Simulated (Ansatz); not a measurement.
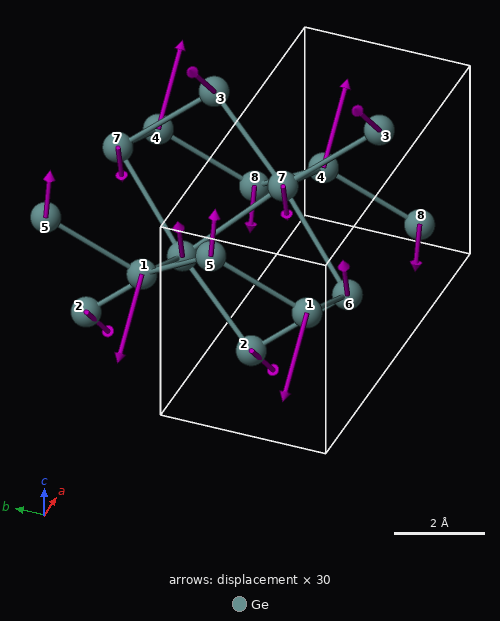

A relaxation of crystalline Ge (a generated structure, set up in Pnma). The starting structure is drawn; purple arrows show the displacements (the part carried along by the change of the cell is left out), 30 times their true length.

A ball-and-stick model of the cell of the calculation, repeated 1 × 2 × 1 with one cell outlined, seen from a free direction.

The calculation used Ansatz, DFT PBE, scalar-relativistic, plane waves, PAW.

The input:
```yaml
crystal:
  lattice:
    - [8.4651586552, 0.0, 0.0]
    - [0.0, 3.9826975556, 0.0]
    - [0.0, 0.0, 5.1065238824]
  atoms:
    - { symbol: Ge, position: [0.1572598959, 0.25, 0.5297062983] }
    - { symbol: Ge, position: [0.3427401041, 0.75, 0.0297062983] }
    - { symbol: Ge, position: [0.6572598959, 0.25, 0.9702937017] }
    - { symbol: Ge, position: [0.8427401041, 0.75, 0.4702937017] }
    - { symbol: Ge, position: [0.0628221529, 0.75, 0.8295463311] }
    - { symbol: Ge, position: [0.4371778471, 0.25, 0.3295463311] }
    - { symbol: Ge, position: [0.5628221529, 0.75, 0.6704536689] }
    - { symbol: Ge, position: [0.9371778471, 0.25, 0.1704536689] }
basis:
  ecutwfc: 420
kpoints:
  mp_grid: { grid: [6, 10, 8] }
hamiltonian:
  xc: pbe
scf:
  occupations: { method: gaussian, width: 0.1 }
output:
  forces: true
  stress: true
  eigenvalues: true
relax:
  adjacent_minimum: "off"
  f_tol: 0.01
  max_steps: 80
  cell: { stress_tol: 0.05 }
```

Run as
```bash
ansatz run input.yaml --threads 1 --pin off --max-ram 2560MiB --backend cpu --events-out ev --progress --plain --runs-dir out
```

> What happened in the run?

The largest moves relative to the cell, 0.070 Å, are those of Ge1, Ge2, Ge3 and Ge4. Ge1 goes along [−1 0 −2]. The volume changes by +0.2 %, with a 8.465 → 8.545 Å (+0.9 %), b 3.983 → 3.883 Å (−2.5 %), c 5.107 → 5.200 Å (+1.8 %). Some distances before and after: Ge5–Ge8 2.851 → 2.800 Å, Ge1–Ge6 2.581 → 2.611 Å, Ge1–Ge5 2.636 → 2.654 Å. Bond angles that change, for instance: Ge5–Ge1–Ge5 98.1° → 94.0°, Ge5–Ge1–Ge8 101.0° → 104.0°, Ge1–Ge5–Ge4 79.0° → 76.0°. The space group stays Pnma (No. 62). The energy falls by 1.6 meV per atom in 6 accepted moves (8 points after the start). Largest force component: 0.048 eV/Å at the start, 0.0029 eV/Å at the end. The pressure goes from 0.23 to 0.00 GPa. The line search rejected the trial step at point 4 of the run. At 1 point the geometry stayed and the basis and grid were re-selected for the new cell (energy shift of less than 0.05 meV per atom at most each time). The run took 16 min on 1 thread of Intel(R) Xeon(R) Platinum 8488C (Sapphire Rapids), on a shared host, peak memory 1.1 GiB.
